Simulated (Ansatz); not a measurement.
# MgO: what the fields show

```yaml
crystal:
  lattice:
    - [5.63370, 0.00000, 0.00000]
    - [0.00000, 5.63370, 0.00000]
    - [0.00000, 0.00000, 5.63370]
  atoms:
    - { symbol: Mg, position: [0.25000, 0.00000, 0.50000] }
    - { symbol: Mg, position: [0.00000, 0.50000, 0.25000] }
    - { symbol: Mg, position: [0.50000, 0.75000, 0.00000] }
    - { symbol: Mg, position: [0.75000, 0.00000, 0.50000] }
    - { symbol: Mg, position: [0.00000, 0.50000, 0.75000] }
    - { symbol: Mg, position: [0.50000, 0.25000, 0.00000] }
    - { symbol: O, position: [0.25000, 0.50000, 0.00000] }
    - { symbol: O, position: [0.50000, 0.00000, 0.25000] }
    - { symbol: O, position: [0.00000, 0.75000, 0.50000] }
    - { symbol: O, position: [0.75000, 0.50000, 0.00000] }
    - { symbol: O, position: [0.50000, 0.00000, 0.75000] }
    - { symbol: O, position: [0.00000, 0.25000, 0.50000] }
```

Space group Pm-3n; a structure from a database of computed crystals, not necessarily the ambient phase; PAW files of the earlier set (soft_1).

Computed with Ansatz 0.2.0, DFT PBE, scalar-relativistic, plane waves, PAW.

The density is the valence pseudo-density of a PAW calculation; it isn't the true density close to the nuclei.

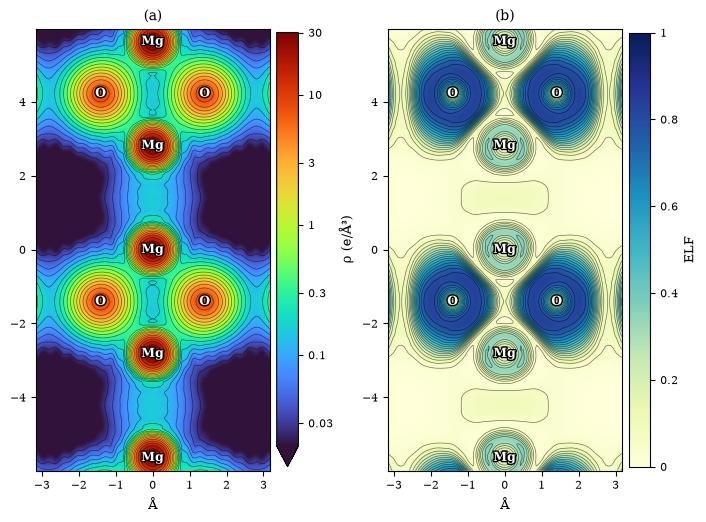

Figure 1. (a) valence pseudo-density; (b) ELF on the (001) plane of the conventional cell.

### Read the bonding off the picture.

The plane passes through Mg and O nuclei. Mg–O (1.99 Å): ρ at the midpoint is about 0.43 e/Å³; the ELF peaks at about 0.85 in the valence shell of O, 0.6 Å from its nucleus, and is about 0.35 at the midpoint (a closed-shell, largely ionic contact). Between the atoms the lowest density in this plane is 0.002 e/Å³.

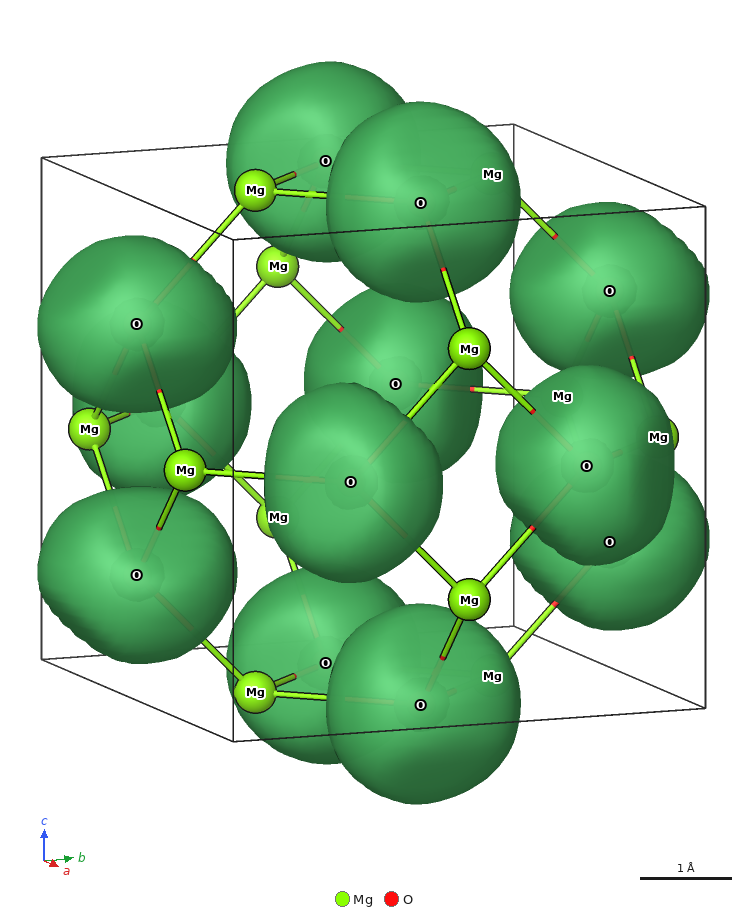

Figure 2. Isosurface of the electron localisation function at 0.6 (green), seen slightly off an axis. Core shells and regions of very low density are left out. Sticks mark near contacts.

### Identify the bonds, lone pairs and shells in this picture.

At this value the surface marks out six regions wrapped around O (the valence shell of each), counted in one cell of 12 atoms. Any copies at cell faces, edges or corners count once.

### Metal or insulator at this level of theory?

It is gapped, with a Kohn–Sham gap of 2.9 eV on the k-point mesh (the band edges may lie off the mesh, which would make the gap smaller).
